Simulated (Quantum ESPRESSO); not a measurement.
TaS2: relaxation of cell and atoms (part 3 of 4)

The same run, continued: TaS2 (3 atoms in the cell); Kohn-Sham DFT of a periodic cell, PBE with TS, PseudoDojo 0.4.1 SR PBE standard (Quantum ESPRESSO 7.5); cutoff 789.13 eV, 9×9×5 k-mesh, fermi-dirac of 0.05 eV. The structure derives from an entry of the Crystallography Open Database. The run did not end well. The run did not end well; see the last part.

Geometry of the input (Å; fractional positions):
```
3.3500  0.0000  0.0000
-1.6750  2.9012  0.0000
0.0000  0.0000  5.8600
Ta 0.0000  0.0000  0.0000
S  0.6667  0.3333  0.7500
S  0.3333  0.6667  0.2500
```

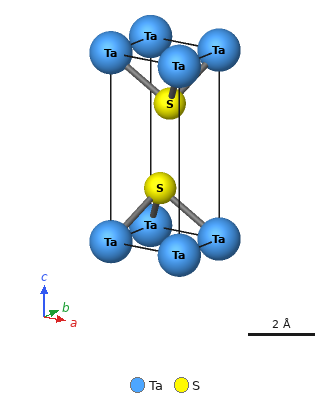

The input geometry (ball-and-stick view of the cell of the calculation, seen slightly off an axis).

Log, continued
```
   -58.8695 -25.2991 -25.2799 -25.2748  -4.3707  -3.3429   4.4690   5.5425
     6.3064   7.3353   8.0536   8.6087  10.2283  10.7890  11.4524  13.5574
    14.1607  16.3596  16.8959

          k = 0.0000 0.2547-0.1116 (  2875 PWs)   bands (ev):

   -58.8661 -25.3781 -25.2931 -25.2648  -4.0364  -3.0631   4.3958   5.2274
     6.4418   6.4508   7.9220   8.0266   9.8278  11.3147  11.4882  13.9195
    14.2653  17.2342  17.4517

          k = 0.0000 0.2547-0.2233 (  2857 PWs)   bands (ev):

   -58.8661 -25.3781 -25.2931 -25.2648  -3.8852  -3.2615   4.7871   5.0447
     6.4256   6.4468   7.6053   8.0617   9.8113  11.5368  11.7732  13.5888
    14.1459  17.0601  17.1744

          k = 0.0000 0.3820-0.1116 (  2862 PWs)   bands (ev):

   -58.8623 -25.4664 -25.3139 -25.2475  -3.4015  -3.0144   4.4463   5.0940
     5.6200   6.3846   7.0742   7.8829   9.4347  11.9077  12.0239  14.5382
    15.1974  16.3983  16.9109

          k = 0.0000 0.3820-0.2233 (  2861 PWs)   bands (ev):

   -58.8623 -25.4664 -25.3139 -25.2476  -3.3446  -3.0696   4.2816   4.8640
     6.0731   6.3184   7.2260   8.0002   9.3181  12.0771  12.0773  14.2450
    14.7358  16.0784  16.1805

          k = 0.0000 0.5093-0.1116 (  2868 PWs)   bands (ev):

   -58.8598 -25.5232 -25.3273 -25.2363  -3.1773  -2.6850   3.5040   5.2863
     5.8325   6.2245   6.7376   7.9742   9.1811  12.4376  12.7805  14.6225
    14.6578  15.9117  16.5419

          k = 0.0000 0.5093-0.2233 (  2858 PWs)   bands (ev):

   -58.8598 -25.5232 -25.3273 -25.2363  -3.2440  -2.5933   3.4393   4.9555
     5.8659   6.1505   7.4154   8.1288   8.9828  12.4437  12.7849  14.3106
    14.7104  15.4086  16.1601

          k =-0.1103 0.3183-0.1116 (  2866 PWs)   bands (ev):

   -58.8636 -25.4285 -25.3167 -25.2531  -3.6258  -3.0217   4.7739   5.0238
     5.5812   6.5259   7.1575   7.7650  10.2401  10.9853  12.2925  13.7525
    14.8412  17.3297  17.6330

          k =-0.1103 0.3183-0.2233 (  2865 PWs)   bands (ev):

   -58.8636 -25.4285 -25.3167 -25.2532  -3.4867  -3.1799   4.6190   5.0199
     5.8788   6.5346   7.2188   7.6526  10.1924  11.0601  12.4687  13.6625
    14.2817  16.8650  17.4774

          k =-0.1103 0.4457-0.1116 (  2860 PWs)   bands (ev):

   -58.8604 -25.4949 -25.3398 -25.2389  -3.1182  -2.8950   4.0282   5.1453
     5.8554   6.0744   6.9705   7.1406  10.0322  11.6612  12.7615  14.0123
    15.6773  16.1136  16.7961

          k =-0.1103 0.4457-0.2233 (  2862 PWs)   bands (ev):

   -58.8604 -25.4949 -25.3398 -25.2390  -3.1732  -2.8263   3.9383   4.8339
     6.0423   6.2090   7.1693   7.3028   9.8278  11.6873  12.7616  13.8641
    15.3952  16.0468  16.2889

          k =-0.2206 0.5093-0.1116 (  2862 PWs)   bands (ev):

   -58.8587 -25.4903 -25.3926 -25.2314  -2.9017  -2.7289   4.0554   4.9218
     5.6394   6.1753   6.3048   6.9913  10.8225  11.6108  12.5687  13.7561
    15.1883  16.0401  17.4473

          k =-0.2206 0.5093-0.2233 (  2869 PWs)   bands (ev):

   -58.8587 -25.4903 -25.3926 -25.2315  -2.9541  -2.6723   4.0523   4.8012
     5.7140   6.1272   6.4873   7.0489  10.5144  11.4872  12.5240  13.9086
    15.6953  16.4139  16.9931

     the Fermi energy is    10.0309 ev

!    total energy              =    -174.63307355 Ry
     estimated scf accuracy    <          4.2E-13 Ry
     smearing contrib. (-TS)   =      -0.00095559 Ry
     internal energy E=F+TS    =    -174.63211796 Ry

     The total energy is F=E-TS. E is the sum of the following terms:
     one-electron contribution =     -62.63789842 Ry
     hartree contribution      =      40.24852382 Ry
     xc contribution           =     -42.30269408 Ry
     ewald contribution        =    -109.88882313 Ry
     Dispersion Correction     =      -0.05122615 Ry

     convergence has been achieved in   7 iterations

     Forces acting on atoms (cartesian axes, Ry/au):

     atom    1 type  1   force =     0.00000000   -0.00000000   -0.00000000
     atom    2 type  2   force =    -0.00000000   -0.00000000   -0.00026498
     atom    3 type  2   force =     0.00000000   -0.00000000    0.00026498

     Total force =     0.000375     Total SCF correction =     0.000002

     Computing stress (Cartesian axis) and pressure

          total   stress  (Ry/bohr**3)                   (kbar)     P=       -3.40
  -0.00007164   0.00000000  -0.00000000          -10.54        0.00       -0.00
   0.00000000  -0.00007164  -0.00000000            0.00      -10.54       -0.00
   0.00000000   0.00000000   0.00007401            0.00        0.00       10.89

     Energy error            =      1.7E-05 Ry
     Gradient error          =      2.6E-04 Ry/Bohr
     Cell gradient error     =      1.1E+01 kbar

     number of scf cycles    =  36
     number of bfgs steps    =   4

     enthalpy           old  =    -174.6330903752 Ry
     enthalpy           new  =    -174.6330735501 Ry

     CASE: enthalpy          _new > enthalpy          _old

     new trust radius        =       0.0004916896 bohr
     new conv_thr            =            6.0E-12 Ry

     new unit-cell volume =    399.63543 a.u.^3 (    59.21986 Ang^3 )
     density =      6.87176 g/cm^3

CELL_PARAMETERS (alat=  6.33058252)
   1.007776908  -0.000000000  -0.000000000
  -0.503888454   0.872760403  -0.000000000
   0.000000000   0.000000000   1.790909017

ATOMIC_POSITIONS (alat)
Ta               0.0000000000       -0.0000000000       -0.0000000000
S                0.5038884538        0.2909201344        1.3345121765
S                0.0000000000        0.5818402689        0.4563968406

     NEW-OLD atomic charge density approx. for the potential
     New effective cutoffs (rho, wfc):  227.55   57.10

     Self-consistent Calculation

     iteration #  1     ecut=    58.00 Ry     beta= 0.50
     Davidson diagonalization with overlap
     ethr =  1.00E-06,  avg # of iterations =  1.1

     Threshold (ethr) on eigenvalues was too large:
     Diagonalizing with lowered threshold

     Davidson diagonalization with overlap
     ethr =  4.72E-10,  avg # of iterations =  4.0

     total energy              =    -174.63307248 Ry
     estimated scf accuracy    <       0.00000014 Ry

     iteration #  2     ecut=    58.00 Ry     beta= 0.50
     Davidson diagonalization with overlap
     ethr =  5.68E-10,  avg # of iterations =  2.7

     total energy              =    -174.63307251 Ry
     estimated scf accuracy    <       0.00000035 Ry

     iteration #  3     ecut=    58.00 Ry     beta= 0.50
     Davidson diagonalization with overlap
     ethr =  5.68E-10,  avg # of iterations =  2.0

     total energy              =    -174.63307256 Ry
     estimated scf accuracy    <          1.0E-09 Ry

     iteration #  4     ecut=    58.00 Ry     beta= 0.50
     Davidson diagonalization with overlap
     ethr =  4.18E-12,  avg # of iterations =  3.8

     total energy              =    -174.63307256 Ry
     estimated scf accuracy    <          5.5E-10 Ry

     iteration #  5     ecut=    58.00 Ry     beta= 0.50
     Davidson diagonalization with overlap
     ethr =  2.19E-12,  avg # of iterations =  1.7

     total energy              =    -174.63307256 Ry
     estimated scf accuracy    <          1.7E-11 Ry

     iteration #  6     ecut=    58.00 Ry     beta= 0.50
     Davidson diagonalization with overlap
     ethr =  1.00E-13,  avg # of iterations =  2.0

     End of self-consistent calculation

          k = 0.0000 0.0000 0.0000 (  2901 PWs)   bands (ev):

   -58.8737 -25.2884 -25.2706 -25.2705  -4.7856  -2.9607   3.2697   6.1814
     6.1816   8.6667   9.3160   9.3160  10.1623  10.1854  10.1856  13.8219
    13.8220  15.1665  15.2768

          k = 0.0000 0.0000 0.1117 (  2889 PWs)   bands (ev):

   -58.8737 -25.2884 -25.2706 -25.2705  -4.7082  -3.1097   3.5909   6.1917
     6.1919   7.8577   9.2682   9.2683  10.1768  10.1770  10.6334  13.9452
    13.9453  15.2614  15.6938

          k = 0.0000 0.0000 0.2234 (  2865 PWs)   bands (ev):

   -58.8737 -25.2885 -25.2706 -25.2705  -4.5499  -3.3765   4.2842   6.2087
     6.2088   6.7339   9.1934   9.1934  10.1628  10.1630  11.0168  14.1536
    14.1537  15.5204  16.4516

          k = 0.0000 0.1273-0.0000 (  2877 PWs)   bands (ev):

   -58.8723 -25.3021 -25.2824 -25.2778  -4.6075  -2.9543   3.4944   5.8613
     6.2691   8.0973   8.7213   8.7562  10.0482  10.7007  10.7986  13.5647
    13.8316  15.8846  16.2267

          k = 0.0000 0.1273 0.1117 (  2888 PWs)   bands (ev):

   -58.8723 -25.3021 -25.2825 -25.2778  -4.5329  -3.0875   3.7768   5.8291
     6.2600   7.9183   8.2427   8.7454  10.1535  10.8027  11.1005  13.6568
    13.7628  15.9822  16.5040

          k = 0.0000 0.1273 0.2234 (  2867 PWs)   bands (ev):

   -58.8723 -25.3021 -25.2825 -25.2778  -4.3746  -3.3389   4.4438   5.5657
     6.2799   7.3642   7.9869   8.6730  10.2161  10.7934  11.5057  13.6813
    13.9605  16.2747  16.9078

          k = 0.0000 0.2546-0.0000 (  2877 PWs)   bands (ev):

   -58.8690 -25.3809 -25.2961 -25.2674  -4.1237  -2.9349   4.0955   5.3832
     6.3141   6.4137   8.1041   8.3971   9.6823  11.3204  11.4732  13.9452
    14.0664  17.0153  17.1717

          k = 0.0000 0.2546 0.1117 (  2875 PWs)   bands (ev):

   -58.8690 -25.3809 -25.2961 -25.2674  -4.0706  -3.0103   4.1485   5.4728
     6.1789   6.3716   8.1868   8.3961   9.5940  11.5197  11.8033  13.6165
    13.8339  16.5256  16.9216

          k = 0.0000 0.2546 0.2234 (  2857 PWs)   bands (ev):

   -58.8690 -25.3809 -25.2961 -25.2674  -3.9195  -3.2172   4.5086   5.2768
     6.3210   6.3759   7.8535   8.1580   9.7306  11.5596  12.1619  13.3299
    13.8749  16.4612  16.8801

          k = 0.0000 0.3819-0.0000 (  2869 PWs)   bands (ev):

   -58.8652 -25.4690 -25.3167 -25.2502  -3.5183  -2.8745   4.3339   5.0826
     5.4506   6.3807   7.4592   7.8925   9.3593  11.9863  12.1168  14.5162
    14.8045  16.2394  16.7747

          k = 0.0000 0.3819 0.1117 (  2862 PWs)   bands (ev):

   -58.8652 -25.4690 -25.3167 -25.2502  -3.5429  -2.8315   4.1093   4.8329
     5.7996   6.3147   7.9366   8.0188   9.1325  12.0132  12.5084  14.1320
    14.2212  15.5211  16.2115

          k = 0.0000 0.3819 0.2234 (  2861 PWs)   bands (ev):

   -58.8652 -25.4690 -25.3167 -25.2502  -3.4661  -2.9239   4.0940   4.7578
     6.0726   6.2778   7.8168   8.0801   9.1159  12.0731  12.4760  14.0558
    14.0993  15.4587  15.9416

          k = 0.0000 0.5092-0.0000 (  2866 PWs)   bands (ev):

   -58.8627 -25.5257 -25.3302 -25.2389  -3.1917  -2.6717   3.4796   5.3484
     5.7883   6.2578   6.7147   7.9032   9.2000  12.4203  12.9031  14.4122
    14.8257  15.6809  16.7486

          k = 0.0000 0.5092 0.1117 (  2868 PWs)   bands (ev):

   -58.8627 -25.5257 -25.3302 -25.2389  -3.2608  -2.5758   3.4143   4.9188
     5.9729   6.1995   7.2887   8.0208   9.0585  12.4162  12.9658  14.3108
    14.5518  15.3934  15.9314

          k = 0.0000 0.5092 0.2234 (  2858 PWs)   bands (ev):

   -58.8627 -25.5257 -25.3302 -25.2390  -3.2874  -2.5352   3.3819   4.7951
     5.9450   6.1354   7.7756   8.1558   8.8320  12.4274  12.8925  14.2526
    14.5306  15.2079  15.5483

          k = 0.1103 0.1910-0.0000 (  2861 PWs)   bands (ev):

   -58.8700 -25.3543 -25.2935 -25.2718  -4.2750  -2.9421   3.9184   5.4970
     6.2864   7.0605   7.7948   8.6559  10.1220  10.8750  11.4304  13.6223
    13.9878  16.8696  17.4125

          k = 0.1103 0.1910 0.1117 (  2879 PWs)   bands (ev):

   -58.8700 -25.3543 -25.2935 -25.2718  -4.2025  -3.0557   4.1387   5.4498
     6.2628   7.0491   7.7703   8.3240  10.2885  10.8261  11.6672  13.6303
    13.8668  16.9846  17.4035

          k = 0.1103 0.1910 0.2234 (  2873 PWs)   bands (ev):

   -58.8700 -25.3543 -25.2935 -25.2719  -4.0466  -3.2757   4.6656   5.1932
     6.2397   7.1043   7.6016   7.9232  10.4693  10.7985  12.0671  13.5024
    13.7442  17.1091  17.4633

          k = 0.1103 0.3183-0.0000 (  2871 PWs)   bands (ev):

   -58.8664 -25.4312 -25.3195 -25.2557  -3.7123  -2.9136   4.5944   5.1896
     5.4294   6.4438   7.2140   8.0359  10.0208  11.2626  12.2162  13.6180
    14.9972  17.0315  17.7717

          k = 0.1103 0.3183 0.1117 (  2866 PWs)   bands (ev):

   -58.8664 -25.4312 -25.3195 -25.2558  -3.6795  -2.9505   4.4083   5.2222
     5.5790   6.4046   7.3233   8.1589   9.8482  11.4286  12.4193  13.4301
    14.4976  16.3792  17.3728

          k = 0.1103 0.3183 0.2234 (  2865 PWs)   bands (ev):

   -58.8664 -25.4312 -25.3195 -25.2558  -3.5492  -3.1079   4.4508   5.0467
     5.9153   6.4424   7.3210   7.8972   9.9703  11.3138  12.5893  13.4781
    14.0580  16.3494  17.2502

          k = 0.1103 0.4456-0.0000 (  2869 PWs)   bands (ev):

   -58.8633 -25.4974 -25.3426 -25.2416  -3.2057  -2.7991   3.9944   5.1260
     5.7017   6.1401   7.0504   7.2091   9.9701  11.8676  12.7932  13.9462
    15.0610  16.4994  16.8378

          k = 0.1103 0.4456 0.1117 (  2860 PWs)   bands (ev):

   -58.8633 -25.4974 -25.3426 -25.2416  -3.2697  -2.7137   3.8918   4.7683
     5.9769   6.1703   7.1631   7.5633   9.7234  12.0228  12.8396  13.7324
    14.6902  15.9688  16.6068

          k = 0.1103 0.4456 0.2234 (  2862 PWs)   bands (ev):

   -58.8633 -25.4974 -25.3426 -25.2416  -3.2564  -2.7260   3.8545   4.6743
     6.0423   6.2448   7.2543   7.6604   9.5971  11.9006  12.7725  13.7968
    14.8193  15.6563  16.3172

          k = 0.1103 0.5729-0.0000 (  2856 PWs)   bands (ev):

   -58.8620 -25.5233 -25.3517 -25.2360  -3.0862  -2.6299   3.5052   5.2726
     5.8106   6.2233   6.8583   6.9739   9.9454  12.3650  12.8140  14.2970
    14.3803  16.3400  16.7510

          k = 0.1103 0.5729 0.1117 (  2865 PWs)   bands (ev):

   -58.8620 -25.5233 -25.3517 -25.2360  -3.1221  -2.5842   3.4967   5.0668
     5.8832   6.1762   7.0550   7.1168   9.8189  12.3350  12.8071  14.1288
    14.5599  16.1922  16.6028

          k = 0.1103 0.5729 0.2234 (  2865 PWs)   bands (ev):

   -58.8620 -25.5233 -25.3517 -25.2360  -3.1700  -2.5201   3.4693   4.9092
     5.8468   6.0875   7.2488   7.5419   9.5393  12.3154  12.7865  13.9453
    14.9426  15.7451  16.2909

          k = 0.2205 0.3819-0.0000 (  2876 PWs)   bands (ev):

   -58.8635 -25.4732 -25.3609 -25.2426  -3.1840  -2.8778   4.5627   5.0592
     5.3792   6.1910   6.3384   7.5484  10.5912  11.3908  12.7970  13.3862
    15.5322  16.2828  17.7799

          k = 0.2205 0.3819 0.1117 (  2865 PWs)   bands (ev):

   -58.8635 -25.4732 -25.3609 -25.2427  -3.1566  -2.9055   4.5136   4.7919
     5.7536   6.2180   6.3805   7.5139  10.5605  11.2452  12.7901  13.4560
    15.2470  16.8419  17.1516

          k = 0.2205 0.3819 0.2234 (  2864 PWs)   bands (ev):

   -58.8635 -25.4732 -25.3608 -25.2427  -3.0893  -2.9733   4.4415   4.5871
     6.1703   6.2687   6.4271   7.4270  10.6171  10.9047  12.7555  13.6117
    14.9648  16.6903  17.8040

          k = 0.2205 0.5092-0.0000 (  2865 PWs)   bands (ev):

   -58.8616 -25.4929 -25.3953 -25.2341  -2.9077  -2.7252   4.0362   4.9461
     5.6505   6.0990   6.2581   7.0506  10.8595  11.9062  12.5486  13.6706
    14.7055  15.8804  17.7803

          k = 0.2205 0.5092 0.1117 (  2862 PWs)   bands (ev):

   -58.8616 -25.4929 -25.3953 -25.2341  -2.9596  -2.6679   4.0282   4.8131
     5.6987   6.1572   6.3522   7.0964  10.6083  11.9031  12.5189  13.7096
    14.7907  16.4642  17.5194

          k = 0.2205 0.5092 0.2234 (  2869 PWs)   bands (ev):

   -58.8616 -25.4929 -25.3953 -25.2342  -2.9816  -2.6446   4.0400   4.7324
     5.7292   6.1963   6.4397   7.1303  10.3931  11.6239  12.4959  13.9296
    15.2897  16.7499  17.1973

          k = 0.3308 0.5729-0.0000 (  2832 PWs)   bands (ev):

   -58.8609 -25.4537 -25.4536 -25.2312  -2.7393  -2.7392   4.4694   4.7997
     4.7998   6.3411   6.3413   6.8849  11.3794  12.0171  12.0176  14.0209
    14.0209  15.4856  19.2522

          k = 0.3308 0.5729 0.1117 (  2844 PWs)   bands (ev):

   -58.8609 -25.4537 -25.4536 -25.2312  -2.7410  -2.7410   4.5610   4.7762
     4.7763   6.4157   6.4159   6.7029  11.4007  11.7645  11.7649  14.3538
    14.3539  15.8999  18.8177

          k = 0.3308 0.5729 0.2234 (  2859 PWs)   bands (ev):

   -58.8609 -25.4537 -25.4536 -25.2312  -2.7438  -2.7437   4.7414   4.7415
     4.7434   6.3834   6.5375   6.5376  11.4309  11.4327  11.4331  14.8628
    14.8629  16.9616  18.1556

          k = 0.0000 0.1273-0.1117 (  2888 PWs)   bands (ev):

   -58.8723 -25.3021 -25.2825 -25.2778  -4.5297  -3.0940   3.7991   5.7934
     6.2952   8.0627   8.1552   8.6341  10.2061  10.7891  10.9785  13.4961
    14.0741  16.0898  16.4369

          k = 0.0000 0.1273-0.2234 (  2867 PWs)   bands (ev):

   -58.8723 -25.3021 -25.2825 -25.2778  -4.3716  -3.3437   4.4691   5.5399
     6.3022   7.3339   8.0505   8.6050  10.2257  10.7858  11.4516  13.5554
    14.1591  16.3559  16.8931

          k = 0.0000 0.2546-0.1117 (  2875 PWs)   bands (ev):

   -58.8690 -25.3809 -25.2961 -25.2674  -4.0378  -3.0641   4.3947   5.2255
     6.4399   6.4468   7.9211   8.0230   9.8265  11.3140  11.4849  13.9169
    14.2632  17.2314  17.4483

          k = 0.0000 0.2546-0.2234 (  2857 PWs)   bands (ev):

   -58.8690 -25.3809 -25.2961 -25.2674  -3.8865  -3.2627   4.7851   5.0440
     6.4216   6.4451   7.6044   8.0581   9.8097  11.5336  11.7722  13.5864
    14.1438  17.0583  17.1705

          k = 0.0000 0.3819-0.1117 (  2862 PWs)   bands (ev):

   -58.8652 -25.4690 -25.3167 -25.2502  -3.4032  -3.0159   4.4449   5.0924
     5.6196   6.3812   7.0732   7.8790   9.4341  11.9060  12.0200  14.5361
    15.1944  16.3936  16.9108

          k = 0.0000 0.3819-0.2234 (  2861 PWs)   bands (ev):

   -58.8652 -25.4690 -25.3167 -25.2502  -3.3462  -3.0713   4.2799   4.8624
     6.0728   6.3150   7.2254   7.9965   9.3175  12.0733  12.0753  14.2426
    14.7332  16.0741  16.1799

          k = 0.0000 0.5092-0.1117 (  2868 PWs)   bands (ev):

   -58.8627 -25.5257 -25.3302 -25.2389  -3.1790  -2.6873   3.5031   5.2853
     5.8322   6.2215   6.7361   7.9704   9.1809  12.4328  12.7764  14.6194
    14.6558  15.9114  16.5389

          k = 0.0000 0.5092-0.2234 (  2858 PWs)   bands (ev):

   -58.8627 -25.5257 -25.3302 -25.2390  -3.2458  -2.5955   3.4382   4.9542
     5.8657   6.1474   7.4146   8.1252   8.9827  12.4388  12.7806  14.3082
    14.7075  15.4077  16.1576

          k =-0.1103 0.3183-0.1117 (  2866 PWs)   bands (ev):

   -58.8664 -25.4311 -25.3195 -25.2558  -3.6275  -3.0230   4.7722   5.0223
     5.5798   6.5231   7.1548   7.7634  10.2386  10.9839  12.2894  13.7504
    14.8380  17.3284  17.6284

          k =-0.1103 0.3183-0.2234 (  2865 PWs)   bands (ev):

   -58.8664 -25.4311 -25.3195 -25.2558  -3.4882  -3.1813   4.6171   5.0180
     5.8780   6.5322   7.2163   7.6511  10.1908  11.0584  12.4654  13.6606
    14.2786  16.8635  17.4733

          k =-0.1103 0.4456-0.1117 (  2860 PWs)   bands (ev):

   -58.8633 -25.4974 -25.3426 -25.2416  -3.1199  -2.8970   4.0270   5.1440
     5.8541   6.0729   6.9683   7.1384  10.0310  11.6588  12.7565  14.0104
    15.6740  16.1102  16.7957

          k =-0.1103 0.4456-0.2234 (  2862 PWs)   bands (ev):
```
